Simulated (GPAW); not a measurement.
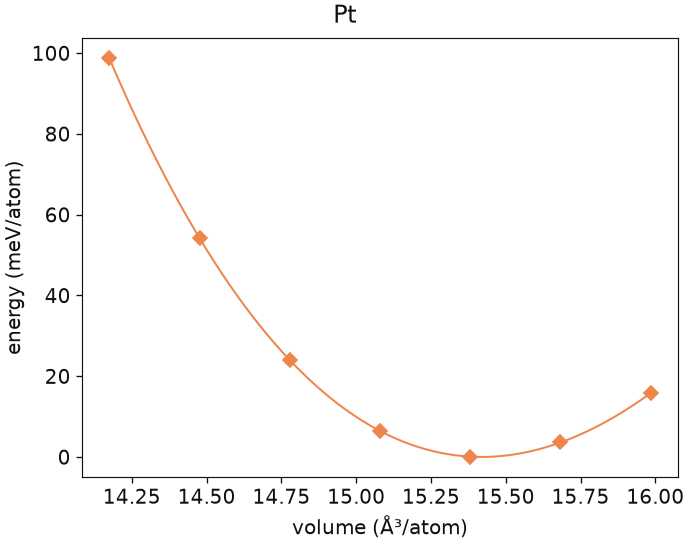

Plotted: energy against volume for Pt, space group Fm-3m (No. 225).

Starting cell:
```yaml
crystal:
  lattice:
    - [0.00000, 1.96090, 1.96090]
    - [1.96090, 0.00000, 1.96090]
    - [1.96090, 1.96090, 0.00000]
  atoms:
    - { symbol: Pt, position: [0.00000, 0.00000, 0.00000] }
```

Calculation (GPAW 26.7.0): PAW DFT in plane waves, on a grid or in atomic orbitals, no spin polarisation; energies at scaled volumes of the given cell, shape and fractions fixed, counted from the fit's minimum, third-order Birch-Murnaghan fit. Level: r2SCAN.

k mesh 12×12×12; occupations Fermi–Dirac; smearing width 0.05 eV; potentials GPAW PAW data sets (gpaw data 1.2.1); wave cutoff 600 eV; program settings basis pw.

From this curve and the settings, what does the calculation give for the pressure at the same points?

The pressure falls from 27.68 GPa at volume 14.18 Å³/atom to −8.63 GPa at 15.98 Å³/atom, and changes sign near 15.42 Å³/atom.

```
volume (Å³/atom)  pressure (GPa)
           14.18           27.68
           14.48           19.64
           14.78           12.51
           15.08            6.18
           15.38            0.59
           15.68           -4.32
           15.98           -8.63
```

Caveats: spin-orbit coupling left out, heavy elements.
